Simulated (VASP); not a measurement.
Geometry relaxation of Ge7Si (part 3 of 3)

The same run, continued: Ge7Si (P-43m, 8 atoms in the cell); Kohn-Sham DFT of a periodic cell, PBEsol, VASP PAW PBE potentials, recommended, no spin polarisation (VASP 6.6.1); cutoff 600 eV, 6×6×6 k-mesh, Gaussian smearing of 0.03 eV. The structure was built on a prototype by a generator; it need not be a known phase.

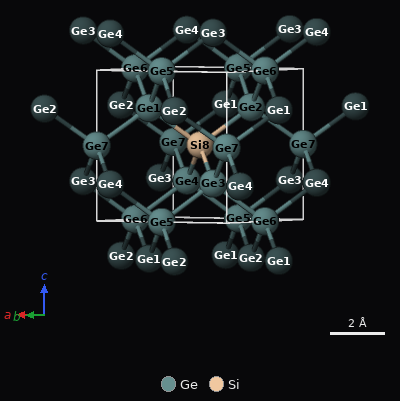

Figure 1. The geometry at step 3 of the log (ball-and-stick view of the cell of the calculation, seen at an oblique angle; neighbours outside the cell are drawn fainter; atoms are numbered from 1 in the order of the input).

Parts of OUTCAR, continued:
```
 k-point     2 :       0.1667    0.0000    0.0000
  band No.  band energies     occupation
      1     -19.8059      2.00000
      2     -19.8051      2.00000
      3     -19.8051      2.00000
      4     -19.7915      2.00000
      5     -19.7888      2.00000
      6     -19.7888      2.00000
      7     -19.7459      2.00000
      8     -19.7338      2.00000
      9     -19.7338      2.00000
     10     -19.7243      2.00000
     11     -19.7241      2.00000
     12     -19.7114      2.00000
     13     -19.6791      2.00000
     14     -19.6680      2.00000
     15     -19.6386      2.00000
     16     -19.6204      2.00000
     17     -19.6185      2.00000
     18     -19.6185      2.00000
     19     -19.6062      2.00000
     20     -19.6062      2.00000
     21     -19.6029      2.00000
     22     -19.6020      2.00000
     23     -19.5817      2.00000
     24     -19.5617      2.00000
     25     -19.5454      2.00000
     26     -19.5454      2.00000
     27     -19.5340      2.00000
     28     -19.5242      2.00000
     29     -19.5233      2.00000
     30     -19.4932      2.00000
     31     -19.4932      2.00000
     32     -19.4881      2.00000
     33     -19.4683      2.00000
     34     -19.4683      2.00000
     35     -19.4676      2.00000
     36      -7.6395      2.00000
     37      -5.0034      2.00000
     38      -3.9178      2.00000
     39      -3.9178      2.00000
     40      -3.8763      2.00000
     41      -3.5406      2.00000
     42      -2.5028      2.00000
     43       1.5883      2.00000
     44       1.6041      2.00000
     45       1.6041      2.00000
     46       1.6187      2.00000
     47       1.9892      2.00000
     48       1.9892      2.00000
     49       3.4783      2.00000
     50       4.4535      2.00000
     51       4.4535      2.00000
     52       5.3770      0.00000
     53       5.9698      0.00000
     54       6.0663      0.00000
     55       6.1272      0.00000
     56       6.1272      0.00000
     57       6.4614      0.00000
     58       6.6754      0.00000
     59       7.1186      0.00000
     60       8.0638      0.00000
     61       8.0638      0.00000

 k-point     3 :       0.3333    0.0000    0.0000
  band No.  band energies     occupation
      1     -19.8102      2.00000
      2     -19.8084      2.00000
      3     -19.8084      2.00000
      4     -19.7972      2.00000
      5     -19.7901      2.00000
      6     -19.7901      2.00000
      7     -19.7560      2.00000
      8     -19.7258      2.00000
      9     -19.7258      2.00000
     10     -19.7196      2.00000
     11     -19.7100      2.00000
     12     -19.6930      2.00000
     13     -19.6775      2.00000
     14     -19.6576      2.00000
     15     -19.6429      2.00000
     16     -19.6275      2.00000
     17     -19.6219      2.00000
     18     -19.6162      2.00000
     19     -19.6162      2.00000
     20     -19.6083      2.00000
     21     -19.6083      2.00000
     22     -19.6005      2.00000
     23     -19.5807      2.00000
     24     -19.5695      2.00000
     25     -19.5517      2.00000
     26     -19.5517      2.00000
     27     -19.5336      2.00000
     28     -19.5329      2.00000
     29     -19.5179      2.00000
     30     -19.4921      2.00000
     31     -19.4921      2.00000
     32     -19.4810      2.00000
     33     -19.4668      2.00000
     34     -19.4668      2.00000
     35     -19.4652      2.00000
     36      -7.3007      2.00000
     37      -5.9638      2.00000
     38      -3.8688      2.00000
     39      -3.8688      2.00000
     40      -3.8212      2.00000
     41      -3.4721      2.00000
     42      -1.1246      2.00000
     43       1.1697      2.00000
     44       1.1839      2.00000
     45       1.1890      2.00000
     46       1.1890      2.00000
     47       1.9141      2.00000
     48       2.3331      2.00000
     49       2.3331      2.00000
     50       3.6439      2.00000
     51       3.6439      2.00000
     52       5.4938      0.00000
     53       6.4293      0.00000
     54       6.8151      0.00000
     55       7.5011      0.00000
     56       7.5080      0.00000
     57       7.5080      0.00000
     58       7.7228      0.00000
     59       7.8379      0.00000
     60       9.2991      0.00000
     61       9.2991      0.00000

 k-point     4 :       0.5000    0.0000    0.0000
  band No.  band energies     occupation
      1     -19.8121      2.00000
      2     -19.8100      2.00000
      3     -19.8100      2.00000
      4     -19.7996      2.00000
      5     -19.7906      2.00000
      6     -19.7906      2.00000
      7     -19.7599      2.00000
      8     -19.7220      2.00000
      9     -19.7220      2.00000
     10     -19.7186      2.00000
     11     -19.6993      2.00000
     12     -19.6773      2.00000
     13     -19.6748      2.00000
     14     -19.6693      2.00000
     15     -19.6504      2.00000
     16     -19.6235      2.00000
     17     -19.6140      2.00000
     18     -19.6140      2.00000
     19     -19.6131      2.00000
     20     -19.6105      2.00000
     21     -19.6105      2.00000
     22     -19.6051      2.00000
     23     -19.5996      2.00000
     24     -19.5624      2.00000
     25     -19.5547      2.00000
     26     -19.5547      2.00000
     27     -19.5393      2.00000
     28     -19.5344      2.00000
     29     -19.5134      2.00000
     30     -19.4918      2.00000
     31     -19.4918      2.00000
     32     -19.4785      2.00000
     33     -19.4660      2.00000
     34     -19.4660      2.00000
     35     -19.4642      2.00000
     36      -6.7976      2.00000
     37      -6.6771      2.00000
     38      -3.8432      2.00000
     39      -3.8432      2.00000
     40      -3.7923      2.00000
     41      -3.4408      2.00000
     42       0.1908      2.00000
     43       0.5231      2.00000
     44       0.9807      2.00000
     45       1.0124      2.00000
     46       1.0124      2.00000
     47       1.0293      2.00000
     48       2.8314      2.00000
     49       2.8314      2.00000
     50       2.9669      2.00000
     51       2.9669      2.00000
     52       5.7758      0.00000
     53       5.9656      0.00000
     54       7.6004      0.00000
     55       7.7055      0.00000
     56       9.1541      0.00000
     57       9.1541      0.00000
     58       9.2860      0.00000
     59       9.4254      0.00000
     60       9.4742      0.00000
     61       9.4793      0.00000

 k-point     5 :       0.1667    0.1667    0.0000
  band No.  band energies     occupation
      1     -19.8098      2.00000
      2     -19.8062      2.00000
      3     -19.8042      2.00000
      4     -19.7930      2.00000
      5     -19.7915      2.00000
      6     -19.7876      2.00000
      7     -19.7433      2.00000
      8     -19.7405      2.00000
      9     -19.7333      2.00000
     10     -19.7187      2.00000
     11     -19.7182      2.00000
     12     -19.7075      2.00000
     13     -19.6722      2.00000
     14     -19.6630      2.00000
     15     -19.6450      2.00000
     16     -19.6200      2.00000
     17     -19.6192      2.00000
     18     -19.6189      2.00000
     19     -19.6148      2.00000
     20     -19.6107      2.00000
     21     -19.6058      2.00000
     22     -19.5873      2.00000
     23     -19.5872      2.00000
     24     -19.5659      2.00000
     25     -19.5474      2.00000
     26     -19.5398      2.00000
     27     -19.5374      2.00000
     28     -19.5269      2.00000
     29     -19.5259      2.00000
     30     -19.4935      2.00000
     31     -19.4904      2.00000
     32     -19.4861      2.00000
     33     -19.4694      2.00000
     34     -19.4680      2.00000
     35     -19.4651      2.00000
     36      -7.5270      2.00000
     37      -5.0018      2.00000
     38      -4.8661      2.00000
     39      -4.0387      2.00000
     40      -3.5576      2.00000
     41      -2.6833      2.00000
     42      -2.4421      2.00000
     43       0.9860      2.00000
     44       1.6297      2.00000
     45       1.6399      2.00000
     46       1.8067      2.00000
     47       1.8815      2.00000
     48       2.0693      2.00000
     49       2.6087      2.00000
     50       3.9873      2.00000
     51       4.7591      2.00000
     52       5.7405      0.00000
     53       5.9796      0.00000
     54       6.0733      0.00000
     55       6.4862      0.00000
     56       6.4986      0.00000
     57       6.7093      0.00000
     58       7.3964      0.00000
     59       7.7113      0.00000
     60       7.8086      0.00000
     61       8.8030      0.00000

 [... the levels of 14 k-points are left out ...]

 k-point    20 :       0.5000    0.5000    0.5000
  band No.  band energies     occupation
      1     -19.7961      2.00000
      2     -19.7961      2.00000
      3     -19.7948      2.00000
      4     -19.7948      2.00000
      5     -19.7948      2.00000
      6     -19.7658      2.00000
      7     -19.7658      2.00000
      8     -19.7658      2.00000
      9     -19.7484      2.00000
     10     -19.6975      2.00000
     11     -19.6975      2.00000
     12     -19.6975      2.00000
     13     -19.6935      2.00000
     14     -19.6935      2.00000
     15     -19.6935      2.00000
     16     -19.6204      2.00000
     17     -19.6204      2.00000
     18     -19.6204      2.00000
     19     -19.6108      2.00000
     20     -19.6108      2.00000
     21     -19.5552      2.00000
     22     -19.5552      2.00000
     23     -19.5552      2.00000
     24     -19.5539      2.00000
     25     -19.5539      2.00000
     26     -19.5539      2.00000
     27     -19.5381      2.00000
     28     -19.5211      2.00000
     29     -19.5211      2.00000
     30     -19.5211      2.00000
     31     -19.4838      2.00000
     32     -19.4838      2.00000
     33     -19.4798      2.00000
     34     -19.4798      2.00000
     35     -19.4798      2.00000
     36      -5.7181      2.00000
     37      -5.7181      2.00000
     38      -5.7181      2.00000
     39      -5.3903      2.00000
     40      -2.6945      2.00000
     41      -2.6945      2.00000
     42      -2.6945      2.00000
     43      -2.3050      2.00000
     44       3.4061      2.00000
     45       3.4061      2.00000
     46       3.4061      2.00000
     47       3.5964      2.00000
     48       3.5964      2.00000
     49       3.5964      2.00000
     50       3.6508      2.00000
     51       3.6508      2.00000
     52       5.0749      0.00007
     53       5.0749      0.00007
     54       5.0749      0.00007
     55       5.5499      0.00000
     56       8.3353      0.00000
     57       8.3353      0.00000
     58       8.5518      0.00000
     59       8.5518      0.00000
     60       8.5518      0.00000
     61       8.7550      0.00000

------------------------ aborting loop because EDIFF is reached ----------------------------------------

  FORCE on cell =-STRESS in cart. coord.  units (eV):
  Direction    XX          YY          ZZ          XY          YZ          ZX
  --------------------------------------------------------------------------------------
  -------------------------------------------------------------------------------------
  Total        0.0481600      0.0481600      0.0481600     -0.0000000      0.0000000      0.0000000
  in kB        0.4303131      0.4303131      0.4303131     -0.0000000      0.0000000      0.0000000
  external PRESSURE =       0.4303131 kB  Pullay stress =       0.0000000 kB

 VOLUME and BASIS-vectors are now :
 -----------------------------------------------------------------------------
  energy-cutoff  :      600.00
  volume of cell :      179.31
      direct lattice vectors                 reciprocal lattice vectors
     5.639028614  0.000000000 -0.000000000     0.177335507  0.000000000  0.000000000
     0.000000000 -5.639028614  0.000000000     0.000000000 -0.177335507  0.000000000
     0.000000000 -0.000000000 -5.639028614    -0.000000000 -0.000000000 -0.177335507

 POSITION                                       TOTAL-FORCE (eV/Angst)
 -----------------------------------------------------------------------------------
      4.21280     -4.21280     -4.21280        -0.001366      0.001366      0.001366
      1.42623     -1.42623     -4.21280         0.001366     -0.001366      0.001366
      1.42623     -4.21280     -1.42623         0.001366      0.001366     -0.001366
      4.21280     -1.42623     -1.42623        -0.001366     -0.001366     -0.001366
      2.81951      0.00000     -0.00000        -0.000000      0.000000      0.000000
      0.00000     -2.81951      0.00000         0.000000     -0.000000      0.000000
      0.00000     -0.00000     -2.81951        -0.000000      0.000000      0.000000
      2.81951     -2.81951     -2.81951         0.000000      0.000000      0.000000
 -----------------------------------------------------------------------------------
    total drift:                               -0.000000      0.000000     -0.000000

  FREE ENERGIE OF THE ION-ELECTRON SYSTEM (eV)
  ---------------------------------------------------
  free  energy   TOTEN  =       -40.2594979118 eV

  energy  without entropy=      -40.2594977310  energy(sigma->0) =      -40.25949782

 reached required accuracy - stopping structural energy minimisation
```

CONTCAR:
```
SiGe7
   1.00000000000000
     5.6390286139119707    0.0000000000000000   -0.0000000000000000
     0.0000000000000000   -5.6390286139119707    0.0000000000000000
     0.0000000000000000   -0.0000000000000000   -5.6390286139119707
  Ge              Si
     7     1
Direct
     0.7470785373958322    0.7470785373958322    0.7470785373958322
     0.2529214626041677    0.2529214626041677    0.7470785373958322
     0.2529214626041677    0.7470785373958322    0.2529214626041677
     0.7470785373958322    0.2529214626041677    0.2529214626041677
     0.5000000000000000    0.0000000000000000    0.0000000000000000
     0.0000000000000000    0.5000000000000000    0.0000000000000000
     0.0000000000000000    0.0000000000000000    0.5000000000000000
     0.5000000000000000    0.5000000000000000    0.5000000000000000

  0.00000000E+00  0.00000000E+00  0.00000000E+00
  0.00000000E+00  0.00000000E+00  0.00000000E+00
  0.00000000E+00  0.00000000E+00  0.00000000E+00
  0.00000000E+00  0.00000000E+00  0.00000000E+00
  0.00000000E+00  0.00000000E+00  0.00000000E+00
  0.00000000E+00  0.00000000E+00  0.00000000E+00
  0.00000000E+00  0.00000000E+00  0.00000000E+00
  0.00000000E+00  0.00000000E+00  0.00000000E+00
```

Trajectory as extended XYZ (Å, eV, eV/Å), 6 frames, from step=0 to step=5:
```
8
Lattice="5.6290 0.0000 0.0000 0.0000 -5.6290 0.0000 0.0000 0.0000 -5.6290" Properties=species:S:1:pos:R:3:forces:R:3 step=0 energy=-40.23509
Ge    4.2217   -4.2217   -4.2217   -0.2348   0.2348   0.2348
Ge    1.4072   -1.4072   -4.2217    0.2348  -0.2348   0.2348
Ge    1.4072   -4.2217   -1.4072    0.2348   0.2348  -0.2348
Ge    4.2217   -1.4072   -1.4072   -0.2348  -0.2348  -0.2348
Ge    2.8145    0.0000    0.0000    0.0000   0.0000   0.0000
Ge    0.0000   -2.8145    0.0000    0.0000   0.0000   0.0000
Ge    0.0000    0.0000   -2.8145    0.0000   0.0000   0.0000
Si    2.8145   -2.8145   -2.8145    0.0000   0.0000   0.0000
8
Lattice="5.6456 0.0000 0.0000 0.0000 -5.6456 0.0000 0.0000 -0.0000 -5.6456" Properties=species:S:1:pos:R:3:forces:R:3 step=1 energy=-40.25653
Ge    4.2229   -4.2229   -4.2229   -0.0739   0.0739   0.0739
Ge    1.4228   -1.4228   -4.2229    0.0739  -0.0739   0.0739
Ge    1.4228   -4.2229   -1.4228    0.0739   0.0739  -0.0739
Ge    4.2229   -1.4228   -1.4228   -0.0739  -0.0739  -0.0739
Ge    2.8228    0.0000   -5.6456    0.0000   0.0000   0.0000
Ge    0.0000   -2.8228   -5.6456    0.0000   0.0000   0.0000
Ge    0.0000    0.0000   -2.8228    0.0000   0.0000   0.0000
Si    2.8228   -2.8228   -2.8228    0.0000   0.0000   0.0000
8
Lattice="5.6499 0.0000 0.0000 0.0000 -5.6499 0.0000 0.0000 -0.0000 -5.6499" Properties=species:S:1:pos:R:3:forces:R:3 step=2 energy=-40.25747
Ge    4.2232   -4.2232   -4.2232   -0.0327   0.0327   0.0327
Ge    1.4267   -1.4267   -4.2232    0.0327  -0.0327   0.0327
Ge    1.4267   -4.2232   -1.4267    0.0327   0.0327  -0.0327
Ge    4.2232   -1.4267   -1.4267   -0.0327  -0.0327  -0.0327
Ge    2.8250    0.0000    0.0000    0.0000   0.0000   0.0000
Ge    0.0000   -2.8250    0.0000    0.0000   0.0000   0.0000
Ge    0.0000    0.0000   -2.8250    0.0000   0.0000   0.0000
Si    2.8250   -2.8250   -2.8250    0.0000   0.0000   0.0000
8
Lattice="5.6355 0.0000 -0.0000 0.0000 -5.6355 0.0000 0.0000 -0.0000 -5.6355" Properties=species:S:1:pos:R:3:forces:R:3 step=3 energy=-40.25940
Ge    4.2095   -4.2095   -4.2095    0.0109  -0.0109  -0.0109
Ge    1.4261   -1.4261   -4.2095   -0.0109   0.0109  -0.0109
Ge    1.4261   -4.2095   -1.4261   -0.0109  -0.0109   0.0109
Ge    4.2095   -1.4261   -1.4261    0.0109   0.0109   0.0109
Ge    2.8178    0.0000    0.0000    0.0000   0.0000   0.0000
Ge    0.0000   -2.8178   -5.6355    0.0000   0.0000   0.0000
Ge    0.0000    0.0000   -2.8178    0.0000   0.0000   0.0000
Si    2.8178   -2.8178   -2.8178    0.0000   0.0000   0.0000
8
Lattice="5.6368 0.0000 -0.0000 0.0000 -5.6368 0.0000 0.0000 -0.0000 -5.6368" Properties=species:S:1:pos:R:3:forces:R:3 step=4 energy=-40.25948
Ge    4.2106   -4.2106   -4.2106    0.0053  -0.0053  -0.0053
Ge    1.4261   -1.4261   -4.2106   -0.0053   0.0053  -0.0053
Ge    1.4261   -4.2106   -1.4261   -0.0053  -0.0053   0.0053
Ge    4.2106   -1.4261   -1.4261    0.0053   0.0053   0.0053
Ge    2.8184    0.0000    0.0000    0.0000   0.0000   0.0000
Ge    0.0000   -2.8184    0.0000    0.0000   0.0000   0.0000
Ge    0.0000    0.0000   -2.8184    0.0000   0.0000   0.0000
Si    2.8184   -2.8184   -2.8184    0.0000   0.0000   0.0000
8
Lattice="5.6390 0.0000 -0.0000 0.0000 -5.6390 0.0000 0.0000 -0.0000 -5.6390" Properties=species:S:1:pos:R:3:forces:R:3 step=5 energy=-40.25950
Ge    4.2128   -4.2128   -4.2128   -0.0014   0.0014   0.0014
Ge    1.4262   -1.4262   -4.2128    0.0014  -0.0014   0.0014
Ge    1.4262   -4.2128   -1.4262    0.0014   0.0014  -0.0014
Ge    4.2128   -1.4262   -1.4262   -0.0014  -0.0014  -0.0014
Ge    2.8195    0.0000    0.0000    0.0000   0.0000   0.0000
Ge    0.0000   -2.8195    0.0000    0.0000   0.0000   0.0000
Ge    0.0000    0.0000   -2.8195    0.0000   0.0000   0.0000
Si    2.8195   -2.8195   -2.8195    0.0000   0.0000   0.0000
```

This output came from the following input.

INCAR:
```
PREC = Accurate
ENCUT = 600
EDIFF = 1E-6
ISMEAR = 0
SIGMA = 0.03
LREAL = F
LASPH = T
NELM = 80
ALGO = Normal
ISIF = 3
LWAVE = F
LCHARG = F
GGA = PS
IBRION = 2
NSW = 90
EDIFFG = -0.01
KPAR = 2
```

KPOINTS:
```
Automatic mesh
0
Gamma
  6 6 6
```

POSCAR:
```
SiGe7
1.0
    5.6289825000      0.0000000000      0.0000000000
    0.0000000000     -5.6289825000      0.0000000000
    0.0000000000      0.0000000000     -5.6289825000
Ge Si
7 1
Direct
    0.7500000000      0.7500000000      0.7500000000
    0.2500000000      0.2500000000      0.7500000000
    0.2500000000      0.7500000000      0.2500000000
    0.7500000000      0.2500000000      0.2500000000
    0.5000000000      0.0000000000      0.0000000000
    0.0000000000      0.5000000000      0.0000000000
    0.0000000000      0.0000000000      0.5000000000
    0.5000000000      0.5000000000      0.5000000000
```

Run as:
```bash
cat potpaw_PBE.64/Ge_d/POTCAR potpaw_PBE.64/Si/POTCAR > POTCAR
mpirun -np 2 vasp_std > vasp.out
```

Key numbers:

```csv
quantity,value
outcome,converged
space group (tolerance 0.01 Å),P-43m (215)
electrons treated,102
free energy,−40.2595 eV
gap on the k-point mesh,0.17 eV
pressure,0.04 GPa
final volume,179.31 Å³
largest force (length of the vector) at the end,0.002 eV/Å
final cell,"a = 5.639 Å, b = 5.639 Å, c = 5.639 Å, α = 90.00°, β = 90.00°, γ = 90.00°"
hardware,"2 threads of Intel Xeon @ 2.50GHz (Skylake/Cascade Lake), 64 GiB of memory available, shared host"
wall time,8 min (CPU time 16 min)
peak memory,0.44 GiB
```
